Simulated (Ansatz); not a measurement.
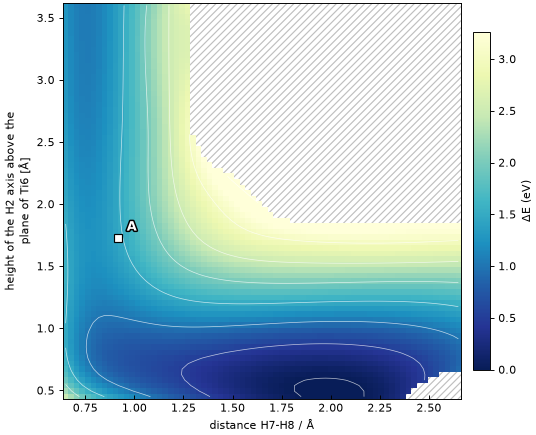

H₂ on a Ti(111) slab cut from the Im-3m phase, its upper half relaxed before the scan (6 atoms of substrate and one adsorbate in a 1 × 1 cell). H2 lies flat over one site of a rigid substrate while its bond length and height are varied; it sits over a hollow of the top layer over the deeper atom Ti5, heights counted from the top plane, its axis along the long diagonal of the hexagonal surface cell. The first coordinate is: distance H7-H8; the second: height of the H2 axis above the plane of Ti6. The scan uses an 8 × 9 grid. At 16 points there is no value (left out: too close to the surface, or the stretched molecule far from it). Points are written as (first, second). All energies are given in eV relative to the lowest grid point. The calculation used DFT PBE, scalar-relativistic, plane waves, PAW (Ansatz 0.2.0). Settings: cutoff 420 eV, k-mesh 6×6×1, gaussian smearing 0.1 eV, no spin polarisation.

The picture shows a smooth colour map with a few white contour lines, hatched blanks where no value was computed, the point A. Between grid points the surface is interpolated.

Question: Is A at rest? If not, where is it pushed?

Answer: A, at (0.919 Å, 1.73 Å), is not a stationary point. The computed force is 2.4 eV for each Å towards smaller values of distance H7-H8 and 0.25 eV for each Å towards smaller values of the second coordinate.
